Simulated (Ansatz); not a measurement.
## FeO: 6 runs along one coordinate

System: FeO (Fm-3m, 2 atoms in the cell).
Method: Kohn-Sham DFT of a periodic cell, revPBE, Ansatz PAW, spin-polarised (Ansatz 0.2.0).

The 6 runs differ only in the geometry, by an even scaling of the cell at fixed fractional positions. The structure derives from an entry of the Crystallography Open Database.

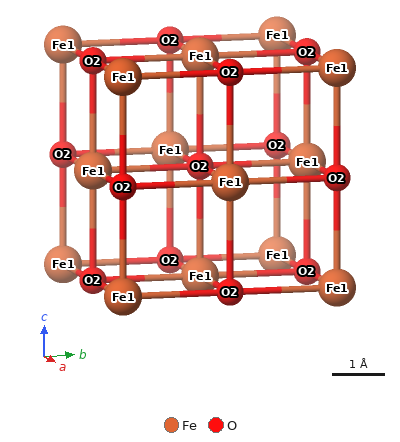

Figure 1. The structure of run 4 (ball-and-stick view of the cell 4 times as large as that of the calculation, set on its symmetry axes, seen slightly off an axis; atoms are numbered from 1 in the order of the input).

**Input of run 4**
```yaml
crystal:
  lattice:
    - [0.0, 2.1696745882, 2.1696745882]
    - [2.1696745882, 0.0, 2.1696745882]
    - [2.1696745882, 2.1696745882, 0.0]
  atoms:
    - { symbol: Fe, position: [0.0, 0.0, 0.0], spin: 3.0 }
    - { symbol: O, position: [0.5, 0.5, 0.5] }
hamiltonian:
  xc: revpbe
  pseudopotentials: { kind: paw }
magnetization:
  spin_polarized: true
kpoints:
  mp_grid: { grid: [11, 11, 11] }
scf:
  occupations: { method: fermi_dirac, width: 0.05 }
output:
  forces: true
  stress: true
  eigenvalues: true
```

Command:
```bash
ansatz run input.yaml --threads 2 --pin off --max-ram 5120MiB --backend cpu --events-out ev --progress --plain --runs-dir out
```

Lattice vectors (Å) and fractional positions of run 4:
```
   0.000000    2.169675    2.169675
   2.169675    0.000000    2.169675
   2.169675    2.169675    0.000000
Fe  0.000000  0.000000  0.000000
O   0.500000  0.500000  0.500000
```

Run 3 differs from it as follows:
```diff
-    - [0.0, 2.1696745882, 2.1696745882]
-    - [2.1696745882, 0.0, 2.1696745882]
-    - [2.1696745882, 2.1696745882, 0.0]
+    - [0.0, 2.1554, 2.1554]
+    - [2.1554, 0.0, 2.1554]
+    - [2.1554, 2.1554, 0.0]
```

**Results, with one run withheld**

```tsv
run	volume per atom (Å³)	free energy per atom, from the lowest run given (meV)	pressure (GPa)
1	9.413	40.75	17.26
2	9.613	22.31	12.30
3	10.013	?	?
4	10.214	0.00	0.27
5	10.414	1.70	−2.95
6	10.614	7.30	−5.85
```

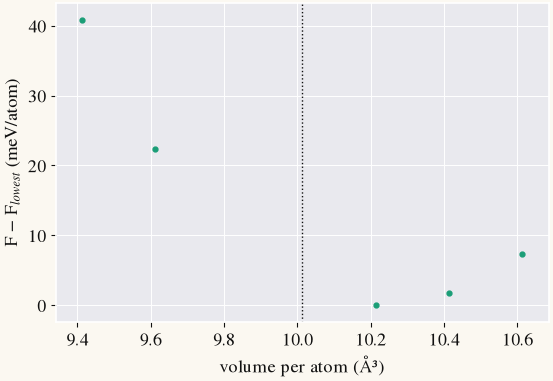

Figure 2. Free energy per atom of the runs given; the dotted line marks run 3.

Fit the runs given and predict run 3.

A cubic polynomial in V^(−2/3) (the Birch–Murnaghan form), fitted to the 5 runs given, misses them by at most 0.03 meV per atom. With x = V^(−2/3) − 0.21493 Å⁻², it reads F = 1.9893 + 1496.5 x + 2.7796e+05 x² + 3.2269e+05 x³ (meV per atom). At run 3 it gives 2.51 meV per atom, and the run itself gives 2.58. The slope of the fit gives a pressure −dF/dV of 3.85 GPa there, and the run prints 3.85 GPa. The fit has its minimum at 10.228 Å³ per atom, where V d²F/dV² gives 173 GPa: the bulk modulus at this level, since symmetry fixes the shape and the positions.

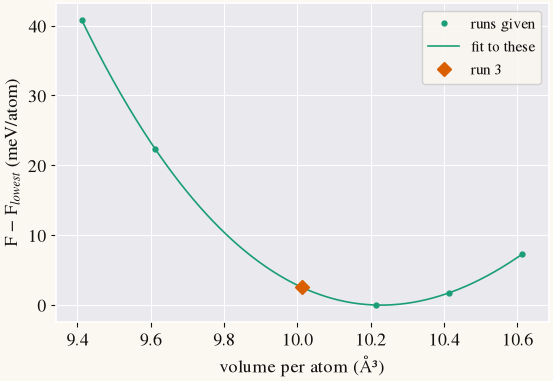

Figure 3. The fit and the withheld run.

**Output, shortened to warnings, some set-up lines, iterations and results (run 3)**
```
Basis set: ecut = 420 eV, 387 PW (Γ), exchange–correlation on 48×48×48 points (8 copies of the dense FFT grid, shifted against one another)
Symmetry: 48 space group operations
k-points: 56 of 1331
Initial density: superposition of atomic densities (chi_scale 0.1, normalization cell, long waves kept (reshape's long-wave potential 0.00 eV rms))
[...]
SCF iter   1: F=—  HF=-5051.644010 eV  |F-HF|=—  |Δ(HF+E_count)|=         —  Δρ=1.47e-1 (↑1.47e-1 ↓6.46e-2)  dr2=3.22e0  dr2_m=1.42e0  M=3.822 μB ∫|m|=3.822 μB  β_m=0.30  …
SCF iter   2: F=—  HF=-5051.713462 eV  |F-HF|=—  |Δ(HF+E_count)|=   6.95e-2  Δρ=9.55e-2 (↑9.55e-2 ↓5.91e-2)  dr2=5.36e-1  dr2_m=1.01e0  M=3.999 μB ∫|m|=3.999 μB  β_m=0.52  …
SCF iter   3: F=—  HF=-5051.936743 eV  |F-HF|=—  |Δ(HF+E_count)|=   2.23e-1  Δρ=3.88e-2 (↑3.67e-2 ↓3.88e-2)  dr2=9.25e-1  dr2_m=3.50e-2  M=3.958 μB ∫|m|=3.962 μB  β_m=0.47  …
SCF iter   4: F=—  HF=-5051.821381 eV  |F-HF|=—  |Δ(HF+E_count)|=   1.15e-1  Δρ=7.95e-3 (↑7.95e-3 ↓4.26e-3)  dr2=1.04e-2  dr2_m=1.95e-3  M=4.001 μB ∫|m|=4.011 μB  β_m=0.49  …
SCF iter   5: F=—  HF=-5051.824512 eV  |F-HF|=—  |Δ(HF+E_count)|=         —  Δρ=3.98e-3 (↑3.98e-3 ↓3.12e-3)  dr2=2.38e-3  dr2_m=4.41e-4  M=4.001 μB ∫|m|=4.013 μB  β_m=0.49  …
SCF iter   6: F=—  HF=-5051.827335 eV  |F-HF|=—  |Δ(HF+E_count)|=   2.82e-3  Δρ=1.52e-3 (↑1.52e-3 ↓1.19e-3)  dr2=2.99e-4  dr2_m=1.41e-4  M=4.001 μB ∫|m|=4.014 μB  β_m=0.65  …
SCF iter   7: F=—  HF=-5051.829876 eV  |F-HF|=—  |Δ(HF+E_count)|=   2.54e-3  Δρ=1.59e-3 (↑1.34e-3 ↓1.59e-3)  dr2=1.00e-3  dr2_m=1.19e-5  M=4.001 μB ∫|m|=4.015 μB  β_m=0.66  …
SCF iter   8: F=—  HF=-5051.829986 eV  |F-HF|=—  |Δ(HF+E_count)|=   1.10e-4  Δρ=9.42e-4 (↑9.42e-4 ↓6.40e-4)  dr2=2.83e-4  dr2_m=8.47e-6  M=4.001 μB ∫|m|=4.016 μB  β_m=0.57  …
SCF iter   9: F=—  HF=-5051.829916 eV  |F-HF|=—  |Δ(HF+E_count)|=   6.94e-5  Δρ=2.23e-4 (↑2.23e-4 ↓5.62e-5)  dr2=5.36e-6  dr2_m=2.13e-6  M=4.001 μB ∫|m|=4.016 μB  β_m=0.59  …
SCF iter  10: F=—  HF=-5051.829927 eV  |F-HF|=—  |Δ(HF+E_count)|=   1.03e-5  Δρ=6.57e-5 (↑6.57e-5 ↓1.91e-5)  dr2=3.61e-7  dr2_m=2.89e-7  M=4.001 μB ∫|m|=4.016 μB  β_m=0.80  …
SCF iter  11: F=—  HF=-5051.829927 eV  |F-HF|=—  |Δ(HF+E_count)|=   8.52e-8  Δρ=7.26e-6 (↑7.26e-6 ↓3.16e-6)  dr2=5.59e-9  dr2_m=3.26e-9  M=4.001 μB ∫|m|=4.016 μB  β_m=0.90  …
SCF iter  12: F=-5051.829927 eV  HF=-5051.829927 eV  |F-HF|=2.41e-10  |Δ(HF+E_count)|=  3.46e-11  Δρ=1.18e-6 (↑3.68e-7 ↓1.18e-6)  dr2=3.20e-10  dr2_m=6.21e-11  M=4.001 μB …
SCF 1 converged in 12 iterations: F = -5051.829927 eV  dr2 = 3.20e-10
SCF converged after 12 iterations
Magnetization: 4.0008 μB (13.0004 up, 8.9996 down)
Absolute magnetization: 4.0158 μB (∫|ρ↑−ρ↓|, with the PAW one-centre terms)
Spin contamination: 0.0114 ħ² per cell (⟨S²⟩ above its minimum at these occupations)
Per-site moments (μB) at R_I (Å): [(3.4572713172502096, 0.8891025000000001), (0.3177996552412574, 0.8891025000000001)]
Free energy (F): -5051.829927 eV
Harris-Foulkes:  -5051.829927 eV  (|F-HF|=2.41e-10)
Internal energy: -5051.818300 eV  (E = F + TS)
E sigma→0 (E₀):  -5051.824114 eV
Entropy (-TS):   -0.011626 eV (-5.813 meV/atom)
Fermi energy:    14.768663 eV
--- Per-component energies (eV) ---
  E_band       = -265.142545
  E_kinetic    = 515.317332
  E_local      = -2598.940770  (includes V_loc(G=0)·N_el)
  E_nonlocal   = 278.707825
  E_hartree    = 1061.096629
  E_xc         = -188.303941
  E_vxc        = -241.084807  (∫ρ·V_xc dr)
  E_paw        = -1534.192372  (= ΣΔE_a)
  E_vpaw       = -341.338355  (= ΣTr[D̂ρ^β])
  E_aug_tail   = 0.003399  (compensation charges beyond the density's cutoff)
  E_ewald      = -2585.456612
  E_core_change = -0.049790  (= ΣΔE_core)
  E_smearing   = -0.011626  (= −TS)
  E_closure    = 0.000000  (closes the sum)
  Σ components = -5051.829927   (vs F -5051.829927, Δ=0.00e0)
--- Forces (eV/Å), atoms counted from 1 ---
  atom   1  Fe    -0.00000000     0.00000000     0.00000000
  atom   2  O      0.00000000     0.00000000    -0.00000000
  max |Σ_I F_I| component: 9.60e-30 eV/Å
--- Stress (GPa, compression-positive) ---
        3.851521       0.000000      -0.000000
        0.000000       3.851521       0.000000
        0.000000       0.000000       3.851521
  P = ⅓ Tr σ = 3.8515 GPa (38.515 kbar)
```

Notes: Points of doubt noted for this run: forces on files of another functional.
